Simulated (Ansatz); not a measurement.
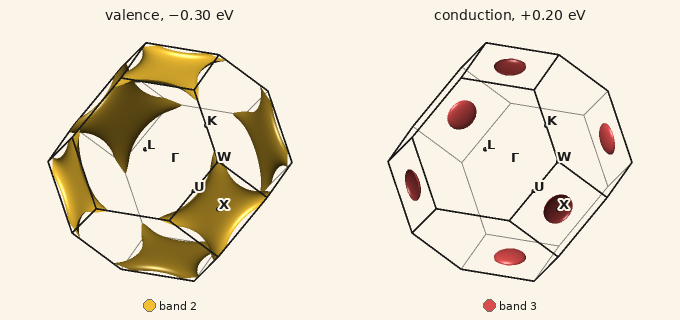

LiH (Fm-3m): constant-energy surfaces at both band edges (energies from each edge).

Computed with Ansatz 0.2.0, DFT PBEsol, scalar-relativistic, plane waves, PAW; levels and slopes on a dense k mesh at the converged density. No spin polarisation. The levels come from a k mesh of 34×34×34 points. Unrelaxed database geometry.

Masses come from a second pass at points close to the extrema; at the energies drawn a band may no longer be parabolic.

**Is the gap direct or indirect, and how large does the calculation make it?**

The gap is direct, 2.79 eV at this level of theory, which underestimates gaps and can reorder valleys that lie close.

**Give the valleys and their effective masses.**

Valence band (extrema up to 0.30 eV from the edge): three equivalent maxima at X, principal masses 0.14, 4.13 and 4.13 mₑ. Band 2 forms the valence edge.
Conduction band (extrema up to 0.20 eV from the edge): three equivalent minima at X, principal masses 0.12, 1.02 and 1.02 mₑ. Band 3 forms the conduction edge.

The run (self-consistency and the dense mesh) took 10 s on 1 thread of Arm Neoverse N1, on a shared host, peak memory 0.32 GiB.
